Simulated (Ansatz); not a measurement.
## What a change does: single-point calculation on CuO

System: CuO (Cc, 4 atoms in the cell).
Method of run A: DFT PBEsol+U, scalar-relativistic, plane waves, PAW, Ueff = 4 eV on Cu d, spin-polarised (Ansatz 0.2.0).

The structure derives from an entry of the Crystallography Open Database. Text and figures count atoms from 1; the logs count them from 0 in places.

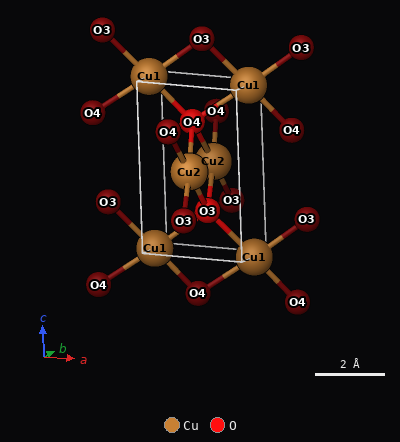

The input geometry (ball-and-stick view of the cell of the calculation, seen slightly off an axis; neighbours outside the cell are drawn fainter; atoms are numbered from 1 in the order of the input). An atom can appear more than once, as a periodic image. Near neighbours in the periodic cell (some may lie outside the picture): Cu has 4 O at 1.91 to 2.02 Å; O has 4 Cu at 1.91 to 2.02 Å.

Input file, run A:
```yaml
crystal:
  lattice:
    - [2.34465, -1.7134, 0.0]
    - [2.34465, 1.7134, 0.0]
    - [-0.86055, 0.0, 5.05944]
  atoms:
    - { symbol: Cu, position: [0.0032, 0.4968, 0.0], spin: 2.5 }
    - { symbol: Cu, position: [0.4968, 0.0032, 0.5], spin: 2.5 }
    - { symbol: O, position: [0.5714, 0.4056, 0.2537] }
    - { symbol: O, position: [0.4056, 0.5714, 0.7537] }
basis:
  ecutwfc: 420
kpoints:
  mp_grid: { grid: [16, 16, 8] }
hamiltonian:
  xc: pbesol
  hubbard: { sites: [{ species: Cu, l: d, u_eff: 4.0 }] }
scf:
  occupations: { method: gaussian, width: 0.05 }
output:
  forces: true
  stress: true
  eigenvalues: true
  populations: true
magnetization:
  spin_polarized: true
```

Launched with:
```bash
ansatz run input.yaml --threads 1 --pin off --max-ram 2560MiB --backend cpu --events-out ev --progress --plain --runs-dir out
```

Hardware: 1 thread of Arm Neoverse V1, 24 GiB of memory available, shared host.

Output, shortened to warnings, some set-up lines, iterations and results (run A):
```
Basis set: ecut = 420 eV, 789 PW (Γ), exchange–correlation on 40×40×72 points (8 copies of the dense FFT grid, shifted against one another)
Symmetry: 2 space group operations
k-points: 554 of 2048 (time reversal used)
Initial density: superposition of atomic densities (chi_scale 0.1, normalization cell, long waves kept (reshape's long-wave potential 0.00 eV rms))
[...]
SCF iter   1: F=—  HF=-14291.451499 eV  |F-HF|=—  |Δ(HF+E_count)|=         —  Δρ=2.09e-1 (↑2.09e-1 ↓2.05e-1)  dr2=4.28e-1  dr2_m=1.56e1  M=1.525 μB ∫|m|=1.628 μB  β_m=0.30  …
SCF iter   2: F=—  HF=-14292.952413 eV  |F-HF|=—  |Δ(HF+E_count)|=    1.50e0  Δρ=1.52e-1 (↑1.52e-1 ↓1.38e-1)  dr2=1.97e-1  dr2_m=7.64e0  M=1.583 μB ∫|m|=1.678 μB  β_m=0.30  …
SCF iter   3: F=—  HF=-14293.783243 eV  |F-HF|=—  |Δ(HF+E_count)|=   8.31e-1  Δρ=1.08e-1 (↑1.08e-1 ↓9.62e-2)  dr2=1.06e-1  dr2_m=3.83e0  M=1.612 μB ∫|m|=1.698 μB  β_m=0.30  …
SCF iter   4: F=—  HF=-14294.220635 eV  |F-HF|=—  |Δ(HF+E_count)|=   4.37e-1  Δρ=7.42e-2 (↑7.42e-2 ↓7.00e-2)  dr2=1.20e-2  dr2_m=1.93e0  M=1.627 μB ∫|m|=1.706 μB  β_m=0.30  …
SCF iter   5: F=—  HF=-14294.413541 eV  |F-HF|=—  |Δ(HF+E_count)|=   1.93e-1  Δρ=5.30e-2 (↑5.30e-2 ↓5.07e-2)  dr2=5.08e-3  dr2_m=1.00e0  M=1.632 μB ∫|m|=1.705 μB  β_m=0.30  …
[... 9 lines ...]
SCF iter  15: F=—  HF=-14294.636429 eV  |F-HF|=—  |Δ(HF+E_count)|=   1.79e-4  Δρ=1.33e-4 (↑1.33e-4 ↓9.43e-5)  dr2=3.22e-6  dr2_m=3.72e-6  M=1.793 μB ∫|m|=1.856 μB  β_m=0.87  …
SCF iter  16: F=—  HF=-14294.636431 eV  |F-HF|=—  |Δ(HF+E_count)|=   2.18e-6  Δρ=3.29e-5 (↑2.60e-5 ↓3.29e-5)  dr2=4.22e-7  dr2_m=1.58e-7  M=1.788 μB ∫|m|=1.850 μB  β_m=0.94  …
SCF iter  17: F=—  HF=-14294.636431 eV  |F-HF|=—  |Δ(HF+E_count)|=   1.80e-7  Δρ=2.90e-5 (↑8.28e-6 ↓2.90e-5)  dr2=2.98e-7  dr2_m=6.41e-8  M=1.789 μB ∫|m|=1.851 μB  β_m=0.97  …
SCF iter  18: F=-14294.636431 eV  HF=-14294.636431 eV  |F-HF|=8.73e-10  |Δ(HF+E_count)|=   2.73e-8  Δρ=2.62e-6 (↑1.39e-6 ↓2.62e-6)  dr2=4.07e-9  dr2_m=3.59e-10  M=1.789 μB …
SCF 1 converged in 18 iterations: F = -14294.636431 eV  dr2 = 4.07e-9
SCF converged after 18 iterations
Magnetization: 1.7887 μB (25.8943 up, 24.1057 down)
Absolute magnetization: 1.8320 μB (∫|ρ↑−ρ↓|, with the PAW one-centre terms)
Spin contamination: 0.0082 ħ² per cell (⟨S²⟩ above its minimum at these occupations)
Per-site moments (μB) at R_I (Å): [(0.5583351994719922, 0.7868002320176343), (0.5583351994719921, 0.7868002320176344), (0.30323843478287626, 0.7868002320176344), (0.3032384347828762, 0.7868002320176343)]
Free energy (F): -14294.636431 eV
Harris-Foulkes:  -14294.636431 eV  (|F-HF|=8.73e-10)
Internal energy: -14294.634617 eV  (E = F + TS)
E sigma→0 (E₀):  -14294.635524 eV
Entropy (-TS):   -0.001814 eV (-0.454 meV/atom)
Fermi energy:    11.556367 eV
--- Per-component energies (eV) ---
  E_band       = -896.779259
  E_kinetic    = 941.775836
  E_local      = -9669.818401  (includes V_loc(G=0)·N_el)
  E_nonlocal   = 883.141401
  E_hartree    = 4180.786785
  E_xc         = -320.301849
  E_vxc        = -413.260328  (∫ρ·V_xc dr)
  E_hubbard    = 1.348226  (on-site DFT+U / exact-exchange correction)
  E_vhub       = -34.889922  (the Hubbard potential's part of the band-sum identity)
  E_paw        = -3555.219283  (= ΣΔE_a)
  E_vpaw       = -965.310039  (= ΣTr[D̂ρ^β])
  E_aug_tail   = 0.005468  (compensation charges beyond the density's cutoff)
  E_ewald      = -6756.835779
  E_core_change = 0.482980  (= ΣΔE_core)
  E_smearing   = -0.001814  (= −TS)
  E_closure    = 0.000000  (closes the sum)
  Σ components = -14294.636431   (vs F -14294.636431, Δ=0.00e0)
--- Forces (eV/Å), atoms counted from 1 ---
  atom   1  Cu    -0.69728083     0.30231562     0.29177348
  atom   2  Cu    -0.69728083    -0.30231562     0.29177348
  atom   3  O      0.69727998     0.22771965    -0.29177425
  atom   4  O      0.69727998    -0.22771965    -0.29177425
  max |Σ_I F_I| component: 1.70e-6 eV/Å
--- Stress (GPa, compression-positive) ---
       -0.878111       0.000000       0.035994
        0.000000       1.285736       0.000000
        0.036039       0.000000      -0.223752
  P = ⅓ Tr σ = 0.0613 GPa (0.613 kbar)
Occupation matrices written to [file]
--- Löwdin populations: 4 sites ---
  site symbol       q [e]    m [muB]
     0     Cu     17.9741     0.4968
     1     Cu     17.9741     0.4968
     2      O      6.9098     0.3923
     3      O      6.9098     0.3923
  spilling = 0.004644 (of n_electrons = 50.000000)
```

Run B used a changed input.

The two runs side by side:

| quantity | run A | run B |
| --- | --- | --- |
| outcome | converged | converged |
| free energy per atom (eV) | −3573.6591 | −3573.8623 |
| energy per atom, smearing taken to zero (eV) | −3573.6589 | −3573.8619 |
| gap on the mesh (eV) | 0.00 | 0.00 |
| net moment of the cell (μB) | 1.79 | 0.00 |
| absolute moment of the cell (μB) | 1.83 | 0.00 |
| pressure (GPa) | 0.06 | −1.87 |
| largest force (eV/Å) | 0.814 | 0.756 |
| SCF iterations | 18 | – |
| irreducible k-points | 554 | 554 |
| plane waves at Γ | 789 | 789 |
| wall time (shared host) | 5.3 min | 10 min |

Which change of the input explains these differences?

The change (lines with − go, lines with + come):
```diff
-  hubbard: { sites: [{ species: Cu, l: d, u_eff: 4.0 }] }
+  hubbard: { sites: [{ species: Cu, l: d, u_eff: 2.0 }] }
```

The total energies belong to different models, so their difference says nothing on which is more stable or more accurate. The net moment of the cell goes from 1.79 to 0.00 μB. The pressure goes from 0.06 to −1.87 GPa. The largest force goes from 0.814 to 0.756 eV/Å. On the same kind of shared host run B took about 1.9 times as long.

Output, shortened to warnings, some set-up lines, iterations and results (run B):
```
WARN: the starting moments were not kept: the SCF closed with an absolute magnetisation of 2.5e-6 μB, where they sum to 5 μB in size (2 sites). That is at most 0.1 of that sum. Measured as dr2_m measures the in/out step, that magnetisation stands 4.8e-12 eV from none, at or under the dr2_threshold of 1.0e-7 eV: it is no larger than a step whose dr2_m would equal this threshold. The system may …
Basis set: ecut = 420 eV, 789 PW (Γ), exchange–correlation on 40×40×72 points (8 copies of the dense FFT grid, shifted against one another)
Symmetry: 2 space group operations
k-points: 554 of 2048 (time reversal used)
Initial density: superposition of atomic densities (chi_scale 0.1, normalization cell, long waves kept (reshape's long-wave potential 0.00 eV rms))
[...]
SCF iter   1: F=—  HF=-14292.710263 eV  |F-HF|=—  |Δ(HF+E_count)|=         —  Δρ=2.09e-1 (↑2.09e-1 ↓1.92e-1)  dr2=4.06e-1  dr2_m=1.47e1  M=1.596 μB ∫|m|=1.704 μB  β_m=0.30  …
SCF iter   2: F=—  HF=-14293.982715 eV  |F-HF|=—  |Δ(HF+E_count)|=    1.27e0  Δρ=1.52e-1 (↑1.52e-1 ↓1.38e-1)  dr2=2.07e-1  dr2_m=7.71e0  M=1.549 μB ∫|m|=1.649 μB  β_m=0.30  …
SCF iter   3: F=—  HF=-14294.731641 eV  |F-HF|=—  |Δ(HF+E_count)|=   7.49e-1  Δρ=1.08e-1 (↑1.08e-1 ↓9.29e-2)  dr2=1.07e-1  dr2_m=3.73e0  M=1.596 μB ∫|m|=1.690 μB  β_m=0.30  …
SCF iter   4: F=—  HF=-14295.030712 eV  |F-HF|=—  |Δ(HF+E_count)|=   2.99e-1  Δρ=8.02e-2 (↑8.02e-2 ↓7.20e-2)  dr2=3.89e-2  dr2_m=2.15e0  M=1.511 μB ∫|m|=1.598 μB  β_m=0.30  …
SCF iter   5: F=—  HF=-14295.186996 eV  |F-HF|=—  |Δ(HF+E_count)|=   1.56e-1  Δρ=5.86e-2 (↑5.86e-2 ↓5.62e-2)  dr2=4.14e-3  dr2_m=1.23e0  M=1.445 μB ∫|m|=1.527 μB  β_m=0.30  …
[... 18 lines ...]
SCF iter  24: F=-14295.449191 eV  HF=-14295.449191 eV  |F-HF|=1.09e-11  |Δ(HF+E_count)|=   1.82e-9  Δρ=5.59e-7 (↑5.51e-7 ↓5.59e-7)  dr2=2.29e-10  dr2_m=2.14e-12  M=0.000 μB …
SCF 1 converged in 24 iterations: F = -14295.449191 eV  dr2 = 2.29e-10
SCF iter   1: F=—  HF=-14295.449191 eV  |F-HF|=—  |Δ(HF+E_count)|=         —  Δρ=5.60e-7 (↑5.53e-7 ↓5.60e-7)  dr2=2.29e-10  dr2_m=2.22e-12  M=0.000 μB ∫|m|=0.000 μB  …
SCF iter   2: F=-14295.449191 eV  HF=-14295.449191 eV  |F-HF|=8.69e-10  |Δ(HF+E_count)|=  2.36e-10  Δρ=7.94e-7 (↑7.94e-7 ↓7.75e-7)  dr2=6.66e-10  dr2_m=2.23e-13  M=0.000 μB …
SCF 2 converged in 2 iterations: F = -14295.449191 eV  dr2 = 6.66e-10
WARN: the starting moments were not kept: the SCF closed with an absolute magnetisation of 2.5e-6 μB, where they sum to 5 μB in size (2 sites). That is at most 0.1 of that sum. Measured as dr2_m measures the in/out step, that magnetisation stands 4.8e-12 eV from none, at or under the dr2_threshold …
SCF converged after 24 iterations
Magnetization: 0.0000 μB (25.0000 up, 25.0000 down)
Absolute magnetization: 0.0000 μB (∫|ρ↑−ρ↓|, with the PAW one-centre terms)
Spin contamination: 0.0000 ħ² per cell (⟨S²⟩ above its minimum at these occupations)
Per-site moments (μB) at R_I (Å): [(7.736334897320882e-7, 0.7868002320176343), (7.736334898494668e-7, 0.7868002320176344), (2.1432410798809956e-7, 0.7868002320176344), (2.1432410796358164e-7, 0.7868002320176343)]
Free energy (F): -14295.449191 eV
Harris-Foulkes:  -14295.449191 eV  (|F-HF|=1.09e-11)
Internal energy: -14295.446372 eV  (E = F + TS)
E sigma→0 (E₀):  -14295.447781 eV
Entropy (-TS):   -0.002819 eV (-0.705 meV/atom)
Fermi energy:    11.793757 eV
--- Per-component energies (eV) ---
  E_band       = -872.792890
  E_kinetic    = 942.013703
  E_local      = -9681.235865  (includes V_loc(G=0)·N_el)
  E_nonlocal   = 887.029490
  E_hartree    = 4191.060614
  E_xc         = -320.232883
  E_vxc        = -413.165537  (∫ρ·V_xc dr)
[...]
```

For both runs: The electronic state found may not be the lowest one. For run B: Warnings: the search outside the symmetry group is no proof of a minimum; some starting moments were not kept.
